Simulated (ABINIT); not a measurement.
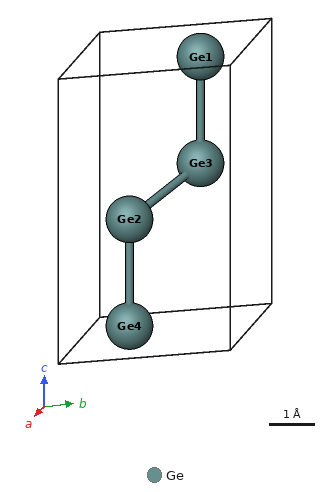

Figure 1. The structure (ball-and-stick view of the cell of the calculation, seen slightly off an axis; atoms are numbered from 1 in the order of the input). An atom can appear more than once, as a periodic image.

Single-point calculation of Ge

The run: single-point calculation of Ge (P6₃/mmc, 4 atoms in the cell). Method and program: Kohn-Sham DFT of a periodic cell, PBEsol, Ansatz PAW PBE default generated set, frozen core, no spin polarisation (ABINIT 10.8.3).

The structure derives from a Materials Project entry.

## Log
```
.Version 10.8.3 of ABINIT
 Symmetries : space group P6_3/m m c (#194); Bravais hP (primitive hexag.)
================================================================================
 Values of the parameters that define the memory need of the present run
     intxc =       0    ionmov =       0      iscf =      17    lmnmax =      30
     lnmax =       8     mgfft =      48  mpssoang =       4    mqgrid =    3369
     natom =       4  nloc_mem =       2    nspden =       1   nspinor =       1
    nsppol =       1      nsym =      24    n1xccc =       1    ntypat =       1
    occopt =       3   xclevel =       2
       mpw =        2266          nfft =       43200          nkpt =          30
 PAW method is used; the additional fine FFT grid is defined by:
   mgfftf=        72    nfftf =    145800
================================================================================
================================================================================

--------------------------------------------------------------------------------
------------- Echo of variables that govern the present computation ------------
--------------------------------------------------------------------------------
 -outvars: echo values of preprocessed input variables --------
            acell      1.8897261259E+00  1.8897261259E+00  1.8897261259E+00 Bohr
              amu      7.26100000E+01
             ecut      1.80000000E+01 Hartree
           enunit           2
              ixc     -116133
         kptrlatt        8    0    0      0    8    0      0    0    4
          kptrlen      4.98840677E+01
            natom           4
            nband          34
            ngfft          30      30      48
          ngfftdg          45      45      72
             nkpt          30
            nstep         100
             nsym          24
           ntypat           1
           occopt           3
        pawecutdg      3.60000000E+01 Hartree
          pawovlp      3.0000000000E+01
         pawxcdev           0
        prtebands           0
           prteig           0
           prtpot           1
         prtvclmb           1
           prtvha           1
            prtwf           0
            rprim      3.9975858431E+00  0.0000000000E+00  0.0000000000E+00
                      -1.9987929216E+00  3.4620108940E+00  0.0000000000E+00
                       0.0000000000E+00  0.0000000000E+00  6.5993779500E+00
          spgroup         194
           tolvrs      1.00000000E-09
           tsmear      1.83746611E-03 Hartree
            typat      1  1  1  1
           useylm           1
           xangst     -3.3333577440E-11  2.3080072627E+00  6.1842688277E+00
                       1.9987929215E+00  1.1540036313E+00  2.8845798527E+00
                      -3.3333577440E-11  2.3080072627E+00  3.7147980973E+00
                       1.9987929215E+00  1.1540036313E+00  4.1510912228E-01
            xcart     -6.2991332158E-11  4.3615016230E+00  1.1686574373E+01
                       3.7771712041E+00  2.1807508115E+00  5.4510659100E+00
                      -6.2991332158E-11  4.3615016230E+00  7.0199510169E+00
                       3.7771712041E+00  2.1807508115E+00  7.8444255347E-01
             xred      3.3333333333E-01  6.6666666667E-01  9.3709875000E-01
                       6.6666666667E-01  3.3333333333E-01  4.3709875000E-01
                       3.3333333333E-01  6.6666666667E-01  5.6290125000E-01
                       6.6666666667E-01  3.3333333333E-01  6.2901250000E-02
            znucl       32.00000

================================================================================

 chkinp: Checking input parameters for consistency.

================================================================================
== DATASET  1 ==================================================================

--- !DatasetInfo
iteration_state: {dtset: 1, }
dimensions: {natom: 4, nkpt: 30, mband: 34, nsppol: 1, nspinor: 1, nspden: 1, mpw: 2266, }
cutoff_energies: {ecut:  18.0, pawecutdg:  36.0, }
electrons: {nelect:   5.60000000E+01, charge:   0.00000000E+00, occopt:   3.00000000E+00, tsmear:   1.83746611E-03, }
meta: {optdriver: 0, ionmov: 0, optcell: 0, iscf: 17, paral_kgb: 0, }
...

 Real(R)+Recip(G) space primitive vectors, cartesian coordinates (Bohr,Bohr^-1):
 R(1)=  7.5543424  0.0000000  0.0000000  G(1)=  0.1323742  0.0764263  0.0000000
 R(2)= -3.7771712  6.5422524  0.0000000  G(2)=  0.0000000  0.1528526  0.0000000
 R(3)=  0.0000000  0.0000000 12.4710169  G(3)=  0.0000000  0.0000000  0.0801859
 Unit cell volume ucvol=  6.1634777E+02 bohr^3
 Angles (23,13,12)=  9.00000000E+01  9.00000000E+01  1.20000000E+02 degrees

 Coarse grid specifications (used for wave-functions):

 getcut: wavevector=  0.0000  0.0000  0.0000  ngfft=  30  30  48
         ecut(hartree)=     18.000   => boxcut(ratio)=   2.01529

 Fine grid specifications (used for densities):

 getcut: wavevector=  0.0000  0.0000  0.0000  ngfft=  45  45  72
         ecut(hartree)=     36.000   => boxcut(ratio)=   2.13754

--- Pseudopotential description ------------------------------------------------
- pspini: atom type   1  psp file is ./Ge.GGA_PBE-ansatz.xml
 Pseudopotential format is: paw10
 basis_size (lnmax)=  8 (lmn_size= 30), orbitals=   0   0   1   1   2   2   2   3
 Spheres core radius: rc_sph= 2.63805767
 Shapefunction is NUMERIC type: directly read from atomic data file
 Radius for shape functions =  2.63805767
 Compensation charge density is not taken into account in XC energy/potential

   5.65121691E+03                                ecore*ucvol(ha*bohr**3)
--------------------------------------------------------------------------------

================================================================================

--- !BeginCycle
iteration_state: {dtset: 1, }
solver: {iscf: 17, nstep: 100, nline: 4, wfoptalg: 10, }
tolerances: {tolvrs: 1.00E-09, }
...

     iter   Etot(hartree)      deltaE(h)  residm     nres2
 ETOT  1  -381.24693226541    -3.812E+02 1.002E+00 3.875E+00
 ETOT  2  -382.21629814614    -9.694E-01 1.206E-01 8.349E-01
 ETOT  3  -382.21278709925     3.511E-03 7.899E-02 2.206E-01
 ETOT  4  -382.21149101613     1.296E-03 2.477E-02 1.232E-02
 ETOT  5  -382.21156817471    -7.716E-05 1.987E-03 4.396E-03
 ETOT  6  -382.21160806577    -3.989E-05 1.070E-03 3.265E-04
 ETOT  7  -382.21160809853    -3.275E-08 4.952E-04 3.395E-05
 ETOT  8  -382.21160861084    -5.123E-07 6.598E-04 3.875E-06
 ETOT  9  -382.21160860997     8.777E-10 2.497E-04 1.231E-07
 ETOT 10  -382.21160861016    -1.958E-10 7.446E-04 1.120E-08
 ETOT 11  -382.21160861019    -3.115E-11 2.526E-04 2.355E-09
 ETOT 12  -382.21160861019     3.070E-12 7.035E-04 6.697E-10

 At SCF step   12       nres2   =  6.70E-10 < tolvrs=  1.00E-09 =>converged.

 Cartesian components of stress tensor (hartree/bohr^3)
  sigma(1 1)= -2.59423386E-06  sigma(3 2)=  0.00000000E+00
  sigma(2 2)= -2.59423443E-06  sigma(3 1)=  0.00000000E+00
  sigma(3 3)=  8.98292231E-06  sigma(2 1)=  2.14809302E-13

--- !ResultsGS
iteration_state: {dtset: 1, }
comment   : Summary of ground state results
lattice_vectors:
- [  7.5543424,   0.0000000,   0.0000000, ]
- [ -3.7771712,   6.5422524,   0.0000000, ]
- [  0.0000000,   0.0000000,  12.4710169, ]
lattice_lengths: [   7.55434,    7.55434,   12.47102, ]
lattice_angles: [ 90.000,  90.000, 120.000, ] # degrees, (23, 13, 12)
lattice_volume:   6.1634777E+02
convergence: {deltae:  3.070E-12, res2:  6.697E-10, residm:  7.035E-04, diffor: null, }
etotal    :  -3.82211609E+02
entropy   :   0.00000000E+00
fermie    :   1.44012945E-01
cartesian_stress_tensor: # hartree/bohr^3
- [ -2.59423386E-06,   2.14809302E-13,   0.00000000E+00, ]
- [  2.14809302E-13,  -2.59423443E-06,   0.00000000E+00, ]
- [  0.00000000E+00,   0.00000000E+00,   8.98292231E-06, ]
pressure_GPa:  -3.7212E-02
xred      :
- [  3.3333E-01,   6.6667E-01,   9.3710E-01, Ge]
- [  6.6667E-01,   3.3333E-01,   4.3710E-01, Ge]
- [  3.3333E-01,   6.6667E-01,   5.6290E-01, Ge]
- [  6.6667E-01,   3.3333E-01,   6.2901E-02, Ge]
cartesian_forces: # hartree/bohr
- [ -1.78218373E-28,  -5.14472128E-28,  -9.49299217E-05, ]
- [  1.06931024E-28,   8.02576519E-28,  -9.49299217E-05, ]
- [ -1.78218373E-28,  -3.49841047E-28,   9.49299217E-05, ]
- [  2.49505722E-28,   6.17366553E-29,   9.49299217E-05, ]
force_length_stats: {min:   9.49299217E-05, max:   9.49299217E-05, mean:   9.49299217E-05, }
...

 Integrated electronic density in atomic spheres:
 ------------------------------------------------
 Atom  Sphere_radius  Integrated_density
    1        2.63806         13.29339343
    2        2.63806         13.29339343
    3        2.63806         13.29339343
    4        2.63806         13.29339343

================================================================================

 ----iterations are completed or convergence reached----

 Mean square residual over all n,k,spin=   84.124E-08; max=  70.355E-05
 reduced coordinates (array xred) for    4 atoms
       0.333333333333      0.666666666667      0.937098750000
       0.666666666667      0.333333333333      0.437098750000
       0.333333333333      0.666666666667      0.562901250000
       0.666666666667      0.333333333333      0.062901250000
 rms dE/dt=  6.8351E-04; max dE/dt=  1.1839E-03; dE/dt below (all hartree)
    1       0.000000000000      0.000000000000      0.001183872660
    2      -0.000000000000     -0.000000000000      0.001183872660
    3       0.000000000000      0.000000000000     -0.001183872660
    4      -0.000000000000     -0.000000000000     -0.001183872660

 cartesian coordinates (angstrom) at end:
    1     -0.00000000003333     2.30800726266667     6.18426882772256
    2      1.99879292153333     1.15400363133333     2.88457985272256
    3     -0.00000000003333     2.30800726266667     3.71479809727744
    4      1.99879292153333     1.15400363133333     0.41510912227744

 cartesian forces (hartree/bohr) at end:
    1     -0.00000000000000    -0.00000000000000    -0.00009492992167
    2      0.00000000000000     0.00000000000000    -0.00009492992167
    3     -0.00000000000000    -0.00000000000000     0.00009492992167
    4      0.00000000000000     0.00000000000000     0.00009492992167
 frms,max,avg= 5.4807816E-05 9.4929922E-05   0.000E+00  0.000E+00  0.000E+00 h/b

 cartesian forces (eV/Angstrom) at end:
    1     -0.00000000000000    -0.00000000000000    -0.00488149284098
    2      0.00000000000000     0.00000000000000    -0.00488149284098
    3     -0.00000000000000    -0.00000000000000     0.00488149284098
    4      0.00000000000000     0.00000000000000     0.00488149284098
 frms,max,avg= 2.8183312E-03 4.8814928E-03   0.000E+00  0.000E+00  0.000E+00 e/A
 length scales=  1.889726125908  1.889726125908  1.889726125908 bohr
              =  1.000000000000  1.000000000000  1.000000000000 angstroms
 Fermi (or HOMO) energy (hartree) =   0.14401   Average Vxc (hartree)=  -0.34779
 Eigenvalues (hartree) for nkpt=  30  k points:
 kpt#   1, nband= 34, wtk=  0.00391, kpt=  0.0000  0.0000  0.0000 (reduced coord)
  -0.76906   -0.76906   -0.76766   -0.76766   -0.76766   -0.76717   -0.76671   -0.76671
  -0.76479   -0.76479   -0.76021   -0.76021   -0.75973   -0.75914   -0.75899   -0.75899
  -0.75832   -0.75832   -0.75723   -0.75723   -0.32593   -0.25072   -0.13626    0.08984
   0.08984    0.13848    0.13910    0.14259    0.14876    0.14876    0.22653    0.22653
   0.24445    0.31068
      occupation numbers for kpt#   1
   2.00000    2.00000    2.00000    2.00000    2.00000    2.00000    2.00000    2.00000
   2.00000    2.00000    2.00000    2.00000    2.00000    2.00000    2.00000    2.00000
   2.00000    2.00000    2.00000    2.00000    2.00000    2.00000    2.00000    2.00000
   2.00000    1.90619    1.87114    1.36941    0.14013    0.14013    0.00000    0.00000
   0.00000    0.00000
 prteigrs : prtvol=0 or 1, do not print more k-points.

 Fermi (or HOMO) energy (eV) =   3.91879   Average Vxc (eV)=  -9.46395
 Eigenvalues (   eV  ) for nkpt=  30  k points:
 kpt#   1, nband= 34, wtk=  0.00391, kpt=  0.0000  0.0000  0.0000 (reduced coord)
 -20.92730  -20.92730  -20.88903  -20.88902  -20.88902  -20.87588  -20.86337  -20.86337
 -20.81106  -20.81106  -20.68642  -20.68642  -20.67327  -20.65736  -20.65308  -20.65308
 -20.63506  -20.63506  -20.60525  -20.60525   -8.86898   -6.82235   -3.70776    2.44477
   2.44477    3.76821    3.78501    3.88002    4.04808    4.04808    6.16407    6.16407
   6.65175    8.45413
 prteigrs : prtvol=0 or 1, do not print more k-points.

--- !EnergyTerms
iteration_state     : {dtset: 1, }
comment             : Components of total free energy in Hartree
kinetic             :  1.63917613393605E+01
hartree             :  1.59892902700062E+02
xc                  : -1.10184073384008E+01
Ewald energy        : -1.96672286967369E+02
psp_core            :  9.16887696317695E+00
local_psp           : -3.73608509634889E+02
PAW spherical_terms :  1.36341058946627E+01
internal            : -3.82211557043397E+02
'-kT*entropy'       : -4.83055422980191E-05
total_energy        : -3.82211605348939E+02
total_energy_eV     : -1.04005076208464E+04
...

--- !EnergyTermsDC
iteration_state     : {dtset: 1, }
comment             : '"Double-counting" decomposition of free energy'
band_energy         : -3.15509174100728E+01
Ewald energy        : -1.96672286967369E+02
psp_core            :  9.16887696317695E+00
xc_dc               : -1.61398454714642E+02
PAW spherical_terms : -1.75877817574013E+00
internal            : -3.82211560304647E+02
'-kT*entropy'       : -4.83055422980191E-05
total_energy_dc     : -3.82211608610189E+02
total_energy_dc_eV  : -1.04005077095896E+04
...

--- !EnergyTermsWithPAWCore
iteration_state     : {dtset: 1, }
comment             : 'Components of total free energy, including PAW core contributions'
Total energy        : -8.29339551765743E+03
Total energy DC     : -8.29339552091868E+03
Total energy (eV)   : -2.25674788721664E+05
Total energy DC (eV): -2.25674788810407E+05
...

 Cartesian components of stress tensor (hartree/bohr^3)
  sigma(1 1)= -2.59423386E-06  sigma(3 2)=  0.00000000E+00
  sigma(2 2)= -2.59423443E-06  sigma(3 1)=  0.00000000E+00
  sigma(3 3)=  8.98292231E-06  sigma(2 1)=  2.14809302E-13

-Cartesian components of stress tensor (GPa)         [Pressure= -3.7212E-02 GPa]
- sigma(1 1)= -7.63249952E-02  sigma(3 2)=  0.00000000E+00
- sigma(2 2)= -7.63250120E-02  sigma(3 1)=  0.00000000E+00
- sigma(3 3)=  2.64286699E-01  sigma(2 1)=  6.31990787E-09

== END DATASET(S) ==============================================================
================================================================================

 -outvars: echo values of variables after computation  --------
            acell      1.8897261259E+00  1.8897261259E+00  1.8897261259E+00 Bohr
           etotal     -3.8221160861E+02
            fcart     -1.7821837280E-28 -5.1447212755E-28 -9.4929921671E-05
                       1.0693102368E-28  8.0257651897E-28 -9.4929921671E-05
                      -1.7821837280E-28 -3.4984104673E-28  9.4929921671E-05
                       2.4950572192E-28  6.1736655309E-29  9.4929921671E-05
            rprim      3.9975858431E+00  0.0000000000E+00  0.0000000000E+00
                      -1.9987929216E+00  3.4620108940E+00  0.0000000000E+00
                       0.0000000000E+00  0.0000000000E+00  6.5993779500E+00
           strten     -2.5942338575E-06 -2.5942344278E-06  8.9829223123E-06
                       0.0000000000E+00  0.0000000000E+00  2.1480930245E-13
           xangst     -3.3333577440E-11  2.3080072627E+00  6.1842688277E+00
                       1.9987929215E+00  1.1540036313E+00  2.8845798527E+00
                      -3.3333577440E-11  2.3080072627E+00  3.7147980973E+00
                       1.9987929215E+00  1.1540036313E+00  4.1510912228E-01
             xred      3.3333333333E-01  6.6666666667E-01  9.3709875000E-01
                       6.6666666667E-01  3.3333333333E-01  4.3709875000E-01
                       3.3333333333E-01  6.6666666667E-01  5.6290125000E-01
                       6.6666666667E-01  3.3333333333E-01  6.2901250000E-02
 Calculation completed.
```

The run was set up as follows.

## Input file
```
# Pseudopotentials
pp_dirpath "./"
pseudos "Ge.GGA_PBE-ansatz.xml"

# Structure
acell 3*1.0 Angstrom
rprim
     3.9975858431     0.0000000000     0.0000000000
    -1.9987929216     3.4620108940     0.0000000000
     0.0000000000     0.0000000000     6.5993779500
ntypat 1
znucl 32
natom 4
typat 1 1 1 1
xred
     0.3333333333     0.6666666667     0.9370987500
     0.6666666667     0.3333333333     0.4370987500
     0.3333333333     0.6666666667     0.5629012500
     0.6666666667     0.3333333333     0.0629012500

# Plane-wave basis
ecut 18.0
pawecutdg 36.0
pawxcdev 0
pawovlp 30

# k points
kptopt 1
ngkpt 8 8 4
nshiftk 1
shiftk 0.0 0.0 0.0

# Exchange and correlation
ixc -116133

# Bands and occupations
nband 34
occopt 3
tsmear 0.05 eV

# SCF cycle
nstep 100
tolvrs 1.0e-9

# Output
iomode 3
prtwf 0
prteig 0
prtebands 0
enunit 2
prtden 1
prtvha 1
prtvclmb 1
prtpot 1
```

Command:
```bash
abinit run.abi > log 2>&1
```

## Key numbers

```csv
quantity,value
outcome,converged
space group (tolerance 0.01 Å),P6₃/mmc (194)
electrons treated,56
free energy,−10400.5077 eV
Fermi energy,3.919 eV
gap on the k-point mesh,0.11 eV
pressure,−0.04 GPa
largest force (length of the vector),0.005 eV/Å
hardware,"1 thread of Intel Xeon @ 2.50GHz (Skylake/Cascade Lake), 16 GiB of memory available, shared host"
wall time,3.7 min
peak memory,0.4 GiB
```
